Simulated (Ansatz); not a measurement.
Run report: MoSe$_{2}$, band-structure calculation

The run: band-structure calculation of MoSe$_{2}$ (P6₃/mmc, 6 atoms in the cell). Method and program: DFT, r2SCAN with spin-orbit coupling, plane waves, PAW (Ansatz 0.2.0).

The structure was built on a prototype by a generator. The geometry comes from this level: r2scan-rvv10 (a point of a series of strains). It belongs to a series of runs on one base structure; here: hydrostatic strain -3.0%.

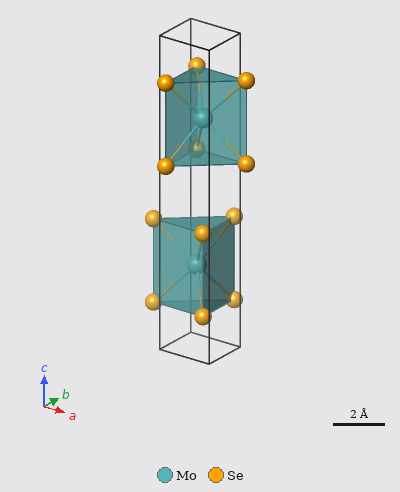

Fig. 1: The structure as given in the input (polyhedral view of the cell of the calculation, seen slightly off an axis; polyhedra are completed across the faces of the cell). An atom can appear more than once, as a periodic image.

### Summary

| quantity | value |
| --- | --- |
| outcome | converged |
| space group (tolerance 0.01 Å) | P6₃/mmc (194) |
| electrons treated | 92 |
| free energy | −31827.2512 eV |
| Fermi energy | 13.900 eV |
| gap on the k-point mesh | 0.90 eV |
| net moment of the cell | 0.00 μB |
| integrated absolute moment | 0.00 μB |
| pressure | 8.33 GPa |
| largest force (length of the vector) | 0.042 eV/Å |
| hardware | 1 × NVIDIA H100 80GB HBM3, 2 threads of AMD EPYC (Zen 3), 1656 GiB of memory available, shared host |
| wall time | 14 s (CPU time 21 s) |
| peak memory | 1.6 GiB |

### Input file
```yaml
crystal:
  lattice:
    - [3.2062348642, 0.0, 0.0]
    - [-1.6031174321, 2.7766808429, 0.0]
    - [0.0, 0.0, 12.6951960959]
  atoms:
    - { symbol: Mo, position: [0.3333333333, 0.6666666667, 0.25] }
    - { symbol: Mo, position: [0.6666666667, 0.3333333333, 0.75] }
    - { symbol: Se, position: [0.6666666667, 0.3333333333, 0.3826415807] }
    - { symbol: Se, position: [0.6666666667, 0.3333333333, 0.1173584193] }
    - { symbol: Se, position: [0.3333333333, 0.6666666667, 0.8826415807] }
    - { symbol: Se, position: [0.3333333333, 0.6666666667, 0.6173584193] }
kpoints:
  mp_grid: { grid: [12, 12, 2] }
  band_path:
    path:
      - [0.0, 0.0, 0.0]
      - [0.5, 0.0, 0.0]
      - [0.3333333333, 0.3333333333, 0.0]
      - [0.0, 0.0, 0.5]
      - [0.5, 0.0, 0.5]
      - [0.3333333333, 0.3333333333, 0.5]
      - [0.184896, 0.184896, 0.0]
    npoints: 1
hamiltonian:
  xc: r2scan
scf:
  occupations: { method: fermi_dirac, width: 0.02 }
  n_extra_bands: 10
magnetization:
  noncollinear: true
  spin_orbit: true
output:
  forces: true
  stress: true
  eigenvalues: true
  write_density: true
  write_potential: true
  elf: true
  volumetric_format: npy
```

### The program's output
```
scf.n_extra_bands = 10 over 92 filled bands (N_el = 92.0): the run solves 102 bands
Engine: ansatz 0.2.0, x86_64-unknown-linux-gnu
Pseudopotentials: kind: paw_fr
Pseudopotential: Mo, paw_fr, valence charge 14, recommended cutoff 500 eV (meta_gga), Mo.paw.azcp#standard-fr
Pseudopotential: Se, paw_fr, valence charge 16, recommended cutoff 500 eV (meta_gga), Se.paw.azcp#standard-fr
Functional definition: r2SCAN
  parameter k0 = 0.174
  parameter k1 = 0.065
  parameter a1 = 4.9479
  exchange = r2scan_x(k0 = k0, k1 = k1, a1 = a1)
  correlation = r2scan_c
non-collinear run that drives no moment, with spin-orbit: no starting moment large enough to seed its density (crystal.atoms[].spin), no starting occupations that ask for one, no magnetisation constraint and no magnetic field, so the semilocal B_xc is pinned to zero
Crystal: 6 atoms, lattice volume = 113.021 Å³
Basis set: ecut = 500 eV, 2837 PW (Γ), exchange–correlation on 96×96×384 points (64 copies of the dense FFT grid, shifted against one another)
Bands: 102, of which v1, the nominal top of the filled ones, is band 92 counted from 1 (91 counted from 0)
Symmetry: 24 space group operations + 24 with time reversal
Magnetic group: BNS 194.264 (UNI 1494), of the structure as read, at distance tolerance 4.8e-5 Å
k-points: 38 of 288
Projection manifold: j_resolved (fully-relativistic pseudo-atomic orbitals)
Non-local potential: Mo, projectors of the file, l = 0: 3, l = 1: 4, l = 2: 4, l = 3: 2
Non-local potential: Se, projectors of the file, l = 0: 2, l = 1: 4, l = 2: 6, l = 3: 2
PAW form: soft (Blöchl's): semilocal exchange-correlation on the pseudo side does not see the compensation charge
PAW frozen core: Mo, regenerated for the run's functional (the file was generated under x = pbe(κ = 0.804, μ = 0.2195149727645171), c = pbe(β = 0.06672455060314922))
PAW frozen core: Se, regenerated for the run's functional (the file was generated under x = pbe(κ = 0.804, μ = 0.2195149727645171), c = pbe(β = 0.06672455060314922))
PAW one-centre angular grid: Mo, 590 points (default); XC on 224 Gauss nodes
PAW one-centre angular grid: Se, 590 points (default); XC on 265 of its mesh's 2701 points in the sphere
Initial density: superposition of atomic densities (chi_scale 0.1, normalization cell, long waves kept (reshape's long-wave potential 0.08 eV rms))
Initial wavefunctions: pseudopotential atomic-orbital guess
Functional: x = r2scan, c = r2scan; τ floored in thin density (d = 2e-4 eV/Å³)
SCF iter   1: F=—  HF=-31828.217033 eV  |F-HF|=—  |Δ(HF+E_count)|=         —  Δρ=4.25e-2  dr2=5.23e0  dr2_τ=1.35e-2  dr2_m=0.00e0 (ungated)  ethr=3.10e-3  |M|=0.00e0 ∫|m|=0.00e0 μB  |m|>n=0.0e0 m-floor=0.0e0 τ_xc=0.0e0  β_m=0.30  ⟨swp⟩=5.6  Hψ=8379  notcnv=0
preconditioner: auto → Resta (q_TF=auto, 2.636 Å⁻¹)  ε∞=7.9  [insulator: Δε(μ)=0.751 eV  Ē_g=7.957 eV  σ=0.020 eV  W_gap=1.00  n_scr=40 (ndim 8)  ℏωp=21.0 eV  f_vac=0.008  D(μ)=0.00/eV (n_scr^D=0)  ε∞_Penn≈7.9]
spin=Noncollinear: Resta preconditioning applied to the charge; magnetization (m_x, m_y, m_z) channels mix plain (no charge-response kernel on spin).
SCF iter   2: F=—  HF=-31827.739442 eV  |F-HF|=—  |Δ(HF+E_count)|=   4.78e-1  Δρ=3.34e-2  dr2=2.81e0  dr2_τ=5.75e-3  dr2_m=0.00e0 (ungated)  ethr=3.10e-3  |M|=0.00e0 ∫|m|=0.00e0 μB  |m|>n=0.0e0 m-floor=0.0e0 τ_xc=0.0e0  β_m=0.65  ⟨swp⟩=2.0  Hψ=2480  notcnv=0  defer=132
SCF iter   3: F=—  HF=-31827.271474 eV  |F-HF|=—  |Δ(HF+E_count)|=   4.68e-1  Δρ=8.45e-3  dr2=2.57e-1  dr2_τ=5.76e-3  dr2_m=0.00e0 (ungated)  ethr=3.06e-3  |M|=0.00e0 ∫|m|=0.00e0 μB  |m|>n=0.0e0 m-floor=0.0e0 τ_xc=0.0e0  β_m=0.62  ⟨swp⟩=2.1  Hψ=2688  notcnv=0  defer=132
SCF iter   4: F=—  HF=-31827.248238 eV  |F-HF|=—  |Δ(HF+E_count)|=   2.32e-2  Δρ=4.24e-3  dr2=2.55e-2  dr2_τ=1.65e-4  dr2_m=0.00e0 (ungated)  ethr=2.79e-4  |M|=0.00e0 ∫|m|=0.00e0 μB  |m|>n=0.0e0 m-floor=0.0e0 τ_xc=0.0e0  β_m=0.81  ⟨swp⟩=2.1  Hψ=2515  notcnv=0  defer=130
SCF iter   5: F=—  HF=-31827.251137 eV  |F-HF|=—  |Δ(HF+E_count)|=   2.90e-3  Δρ=1.25e-3  dr2=3.32e-3  dr2_τ=6.14e-5  dr2_m=0.00e0 (ungated)  ethr=2.77e-5  |M|=0.00e0 ∫|m|=0.00e0 μB  |m|>n=0.0e0 m-floor=0.0e0 τ_xc=0.0e0  β_m=0.81  ⟨swp⟩=2.0  Hψ=2708  notcnv=0  defer=130
SCF iter   6: F=—  HF=-31827.251256 eV  |F-HF|=—  |Δ(HF+E_count)|=   1.19e-4  Δρ=5.81e-4  dr2=4.69e-4  dr2_τ=2.92e-6  dr2_m=0.00e0 (ungated)  ethr=3.61e-6  |M|=0.00e0 ∫|m|=0.00e0 μB  |m|>n=0.0e0 m-floor=0.0e0 τ_xc=0.0e0  β_m=0.80  ⟨swp⟩=2.0  Hψ=3668  notcnv=0  defer=130
SCF iter   7: F=—  HF=-31827.251283 eV  |F-HF|=—  |Δ(HF+E_count)|=   2.66e-5  Δρ=2.29e-4  dr2=6.32e-5  dr2_τ=8.88e-7  dr2_m=0.00e0 (ungated)  ethr=5.10e-7  |M|=0.00e0 ∫|m|=0.00e0 μB  |m|>n=0.0e0 m-floor=0.0e0 τ_xc=0.0e0  β_m=0.90  ⟨swp⟩=2.0  Hψ=3541  notcnv=0  defer=130
SCF iter   8: F=—  HF=-31827.251160 eV  |F-HF|=—  |Δ(HF+E_count)|=   1.23e-4  Δρ=4.80e-5  dr2=2.74e-6  dr2_τ=2.61e-8  dr2_m=0.00e0 (ungated)  ethr=6.86e-8  |M|=0.00e0 ∫|m|=0.00e0 μB  |m|>n=0.0e0 m-floor=0.0e0 τ_xc=0.0e0  β_m=0.95  ⟨swp⟩=2.0  Hψ=2559  notcnv=0  defer=130
SCF iter   9: F=—  HF=-31827.251162 eV  |F-HF|=—  |Δ(HF+E_count)|=   2.23e-6  Δρ=1.32e-5  dr2=2.34e-7  dr2_τ=1.37e-9  dr2_m=0.00e0 (ungated)  ethr=2.98e-9  |M|=0.00e0 ∫|m|=0.00e0 μB  |m|>n=0.0e0 m-floor=0.0e0 τ_xc=0.0e0  β_m=0.97  ⟨swp⟩=3.0  Hψ=3541  notcnv=0  defer=130
SCF iter  10: F=-31827.251162 eV  HF=-31827.251162 eV  |F-HF|=2.11e-9  |Δ(HF+E_count)|=   1.78e-7  Δρ=2.41e-6  dr2=4.69e-9  dr2_τ=3.55e-11  dr2_m=0.00e0 (ungated)  ethr=1.09e-10  |M|=0.00e0 ∫|m|=0.00e0 μB  |m|>n=0.0e0 m-floor=0.0e0 τ_xc=0.0e0  ⟨swp⟩=16.9  Hψ=19532  notcnv=0
SCF 1 converged in 10 iterations: F = -31827.251162 eV  dr2 = 4.69e-9
  greatest PAW one-centre occupation: 0.999 electrons in one spin orbital (limit 2), on the Se atom at site 2 (counted from 0), in its partial waves of l = 2
```

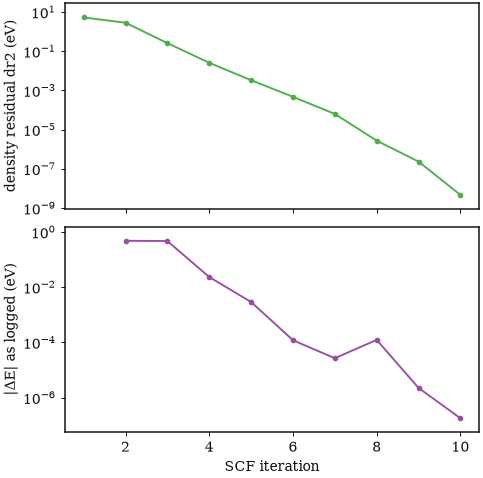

Fig. 2: Convergence of the self-consistent field: density residual dr2 and size of the energy change against the SCF iteration. The residual falls at every step.

```
NSCF: frozen V_eff on 7 k-points
SCF converged after 10 iterations
Magnetization: |M| = 0.0000 μB,  M = (+0.0000, +0.0000, +0.0000) μB
Absolute magnetization: 0.0000 μB (∫|m|)
  site 0: m = (+0.0000, +0.0000, +0.0000) μB, |m| = 0.0000 μB  (R = 1.03 Å)
  site 1: m = (+0.0000, +0.0000, +0.0000) μB, |m| = 0.0000 μB  (R = 1.03 Å)
  site 2: m = (+0.0000, +0.0000, +0.0000) μB, |m| = 0.0000 μB  (R = 1.03 Å)
  site 3: m = (+0.0000, +0.0000, +0.0000) μB, |m| = 0.0000 μB  (R = 1.03 Å)
  site 4: m = (+0.0000, +0.0000, +0.0000) μB, |m| = 0.0000 μB  (R = 1.03 Å)
  site 5: m = (+0.0000, +0.0000, +0.0000) μB, |m| = 0.0000 μB  (R = 1.03 Å)
Free energy (F): -31827.251162 eV
Harris-Foulkes:  -31827.251162 eV  (|F-HF|=2.11e-9)
Internal energy: -31827.251162 eV  (E = F + TS)
E sigma→0 (E₀):  -31827.251162 eV
Fermi energy:    13.899503 eV
--- Per-component energies (eV) ---
  E_band       = -1598.753258
  E_kinetic    = 1366.225592
  E_local      = -11146.823223  (includes V_loc(G=0)·N_el)
  E_nonlocal   = -2094.949321
  E_hartree    = 5313.464127
  E_xc         = -755.434550
  E_vxc        = -942.486521  (∫ρ·V_xc dr)
  E_paw        = -14110.729568  (= ΣΔE_a)
  E_vpaw       = 537.772572  (= ΣTr[D̂ρ^β])
  E_aug_tail   = -0.000808  (compensation charges beyond the density's cutoff)
  E_vtau       = 54.578319  (kinetic-family band-sum trace: ∫τ·v_τ [+ j·A + Jᵃ·Aᵃ] dr)
  E_ewald      = -10391.569796
  E_core_change = -7.433615  (= ΣΔE_core)
  E_smearing   = -0.000000  (= −TS)
  E_closure    = 0.000000  (closes the sum)
  Σ components = -31827.251162   (vs F -31827.251162, Δ=0.00e0)
--- Forces (eV/Å), atoms counted from 1 ---
  atom   1  Mo     0.00000000     0.00000000     0.00000000
  atom   2  Mo     0.00000000    -0.00000000     0.00000000
  atom   3  Se    -0.00000000    -0.00000000    -0.04172247
  atom   4  Se     0.00000000    -0.00000000     0.04172247
  atom   5  Se    -0.00000000     0.00000000    -0.04172247
  atom   6  Se     0.00000000     0.00000000     0.04172247
  max |Σ_I F_I| component: 1.39e-17 eV/Å
--- Stress (GPa, compression-positive) ---
       10.135729      -0.000000       0.000000
        0.000000      10.135729       0.000000
        0.000000       0.000000       4.718675
  P = ⅓ Tr σ = 8.3300 GPa (83.300 kbar)
--- Band table (eV; the first three rows and the last of 38) ---
  k-point 0: bands = ["-49.5605", "-49.5605", "-49.5605", "-49.5605", "-35.6766", "-35.6766", "-35.6765", "-35.6765", "-35.6763", "-35.6763", "-35.6763", "-35.6763", "-35.6423", "-35.6423", "-35.6422", "-35.6422", "-35.6418", "-35.6418", "-35.6417", "-35.6417", "-34.7884", "-34.7884", "-34.7884", "-34.7884", "-34.7879", "-34.7879", "-34.7879", "-34.7879", "-34.7601", "-34.7601", "-34.7596", "-34.7596", "-34.7591", "-34.7591", "-34.7586", "-34.7586", "-34.7439", "-34.7439", "-34.7433", "-34.7433", "-34.7430", "-34.7430", "-34.7424", "-34.7424", "-24.5581", "-24.5581", "-24.5581", "-24.5581", "-22.1822", "-22.1822", "-22.1821", "-22.1821", "-21.9837", "-21.9837", "-21.9837", "-21.9837", "-2.3117", "-2.3117", "-1.8932", "-1.8932", "-1.3398", "-1.3398", "-0.7226", "-0.7226", "6.4142", "6.4142", "7.8405", "7.8405", "9.5367", "9.5367", "10.9411", "10.9411", "10.9595", "10.9595", "10.9604", "10.9604", "10.9648", "10.9648", "11.8633", "11.8633", "11.9827", "11.9827", "12.1176", "12.1176", "12.1439", "12.1439", "12.1812", "12.1812", "12.6131", "12.6131", "13.4663", "13.4663", "16.2061", "16.2061", "16.3029", "16.3029", "16.3447", "16.3447", "16.4671", "16.4671", "16.5761", "16.5761"]
  k-point 1: bands = ["-49.5605", "-49.5605", "-49.5605", "-49.5605", "-35.6766", "-35.6766", "-35.6766", "-35.6766", "-35.6763", "-35.6763", "-35.6763", "-35.6763", "-35.6423", "-35.6423", "-35.6423", "-35.6423", "-35.6417", "-35.6417", "-35.6417", "-35.6417", "-34.7884", "-34.7884", "-34.7884", "-34.7884", "-34.7879", "-34.7879", "-34.7879", "-34.7879", "-34.7599", "-34.7599", "-34.7599", "-34.7599", "-34.7588", "-34.7588", "-34.7588", "-34.7588", "-34.7436", "-34.7436", "-34.7436", "-34.7436", "-34.7426", "-34.7426", "-34.7426", "-34.7426", "-24.5581", "-24.5581", "-24.5581", "-24.5581", "-22.1822", "-22.1822", "-22.1822", "-22.1822", "-21.9837", "-21.9837", "-21.9837", "-21.9837", "-2.1560", "-2.1560", "-2.1560", "-2.1560", "-0.9810", "-0.9810", "-0.9810", "-0.9810", "6.9650", "6.9650", "6.9650", "6.9650", "10.7186", "10.7186", "10.7186", "10.7186", "10.9506", "10.9506", "10.9506", "10.9506", "11.0033", "11.0033", "11.0033", "11.0033", "11.9527", "11.9527", "11.9527", "11.9527", "12.1494", "12.1494", "12.1494", "12.1494", "13.2480", "13.2480", "13.2480", "13.2480", "16.2240", "16.2240", "16.2240", "16.2240", "16.4857", "16.4857", "16.4857", "16.4857", "16.5129", "16.5129"]
  k-point 2: bands = ["-49.5580", "-49.5580", "-49.5580", "-49.5580", "-35.6764", "-35.6764", "-35.6764", "-35.6764", "-35.6762", "-35.6762", "-35.6761", "-35.6761", "-35.6423", "-35.6423", "-35.6422", "-35.6422", "-35.6418", "-35.6418", "-35.6416", "-35.6416", "-34.7881", "-34.7881", "-34.7881", "-34.7881", "-34.7877", "-34.7877", "-34.7877", "-34.7877", "-34.7601", "-34.7601", "-34.7596", "-34.7596", "-34.7592", "-34.7592", "-34.7587", "-34.7587", "-34.7438", "-34.7438", "-34.7432", "-34.7432", "-34.7428", "-34.7428", "-34.7423", "-34.7423", "-24.5644", "-24.5644", "-24.5644", "-24.5644", "-22.1849", "-22.1849", "-22.1848", "-22.1848", "-22.0003", "-22.0003", "-22.0003", "-22.0003", "-2.1980", "-2.1980", "-1.7817", "-1.7817", "-1.2689", "-1.2689", "-0.6662", "-0.6662", "6.5494", "6.5494", "7.9744", "7.9744", "9.4350", "9.4350", "10.6673", "10.6673", "10.6990", "10.6990", "11.0514", "11.0514", "11.0775", "11.0775", "11.4698", "11.4698", "11.8237", "11.8237", "11.8696", "11.8696", "12.0828", "12.0828", "12.1401", "12.1401", "12.8457", "12.8457", "13.3015", "13.3015", "16.0937", "16.0937", "16.1194", "16.1194", "16.1320", "16.1320", "16.2075", "16.2075", "16.3387", "16.3387"]
  k-point 37: bands = ["-49.5184", "-49.5184", "-49.5184", "-49.5184", "-35.6747", "-35.6747", "-35.6735", "-35.6735", "-35.6734", "-35.6734", "-35.6730", "-35.6730", "-35.6426", "-35.6426", "-35.6419", "-35.6419", "-35.6418", "-35.6418", "-35.6402", "-35.6402", "-34.7850", "-34.7850", "-34.7838", "-34.7838", "-34.7837", "-34.7837", "-34.7836", "-34.7836", "-34.7620", "-34.7620", "-34.7605", "-34.7605", "-34.7596", "-34.7596", "-34.7586", "-34.7586", "-34.7427", "-34.7427", "-34.7421", "-34.7421", "-34.7412", "-34.7412", "-34.7401", "-34.7401", "-24.6825", "-24.6825", "-24.6588", "-24.6588", "-22.2839", "-22.2839", "-22.2365", "-22.2365", "-22.2182", "-22.2182", "-22.2023", "-22.2023", "0.3864", "0.3864", "0.3896", "0.3896", "0.3910", "0.3910", "0.4416", "0.4416", "7.4341", "7.4341", "7.5556", "7.5556", "7.9136", "7.9136", "8.0713", "8.0713", "8.6741", "8.6741", "8.7523", "8.7523", "8.9810", "8.9810", "9.0819", "9.0819", "10.0600", "10.0600", "10.2031", "10.2031", "10.5750", "10.5750", "10.6055", "10.6055", "12.9975", "12.9975", "13.1717", "13.1717", "15.0146", "15.0146", "15.0368", "15.0368", "15.6767", "15.6767", "15.6860", "15.6860", "16.5058", "16.5058"]
```

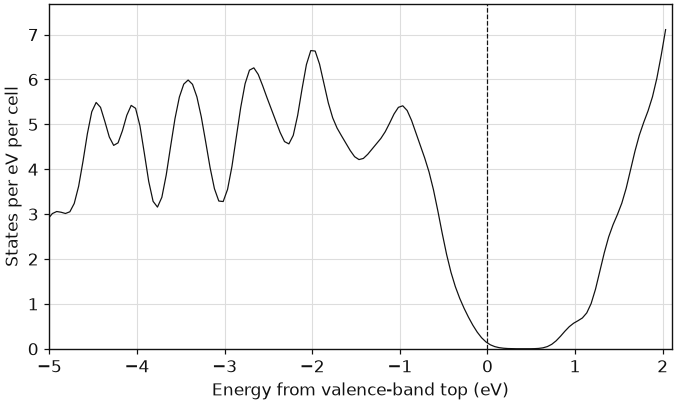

Fig. 3: Density of states (the curve is built from the levels of the k mesh with Gaussians 0.3 eV wide, which also blur the band edges), with energies from the valence-band top. There is a gap of 0.90 eV on the k-point mesh. The curves stop near 1.6 eV above the Fermi level, where the computed bands end. Small ripples come from the finite k-point mesh.

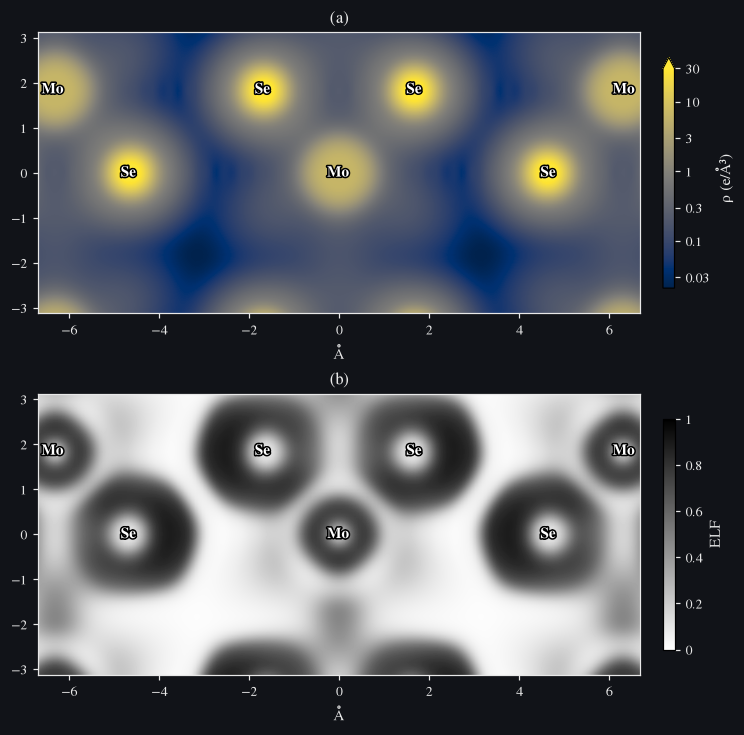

Fig. 4: (a) valence electron density; (b) electron localisation function on the (110) plane of the conventional cell. The section cuts through Mo and Se sites. Mo–Se (2.50 Å): ρ at the midpoint is about 0.56 e/Å³; the ELF is about 0.50 at the midpoint. Away from the nuclei the density in this plane falls to 0.02 e/Å³ at its lowest. The strong features right at Mo lie inside the PAW spheres (semicore, d or f shells) and say nothing about bonding. Core electrons are frozen (PAW), so the fields are smoothed inside the atomic spheres.
